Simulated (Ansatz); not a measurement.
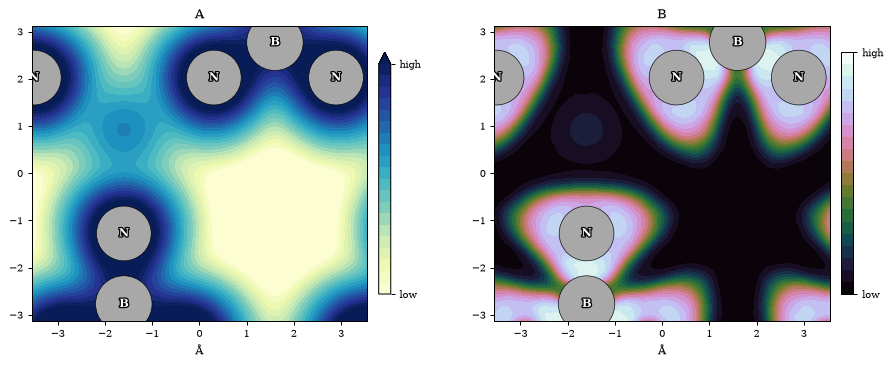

BN: 2 fields on the (001) plane of the conventional cell, with unlabelled colour scales. Grey discs cover the atomic cores.

Space group P-6m2; a structure generated by program, which may or may not match a known phase.

The calculation used DFT PBE, scalar-relativistic, plane waves, PAW (Ansatz 0.2.0).

### Which field does each panel show? The fields are: electron localisation function and valence pseudo-density.

Panel A: valence pseudo-density. Panel B: electron localisation function. From the grid: B–N (1.49 Å): the density is about 1.6 e/Å³ at the midpoint; the ELF peaks at about 0.95 between the atoms.
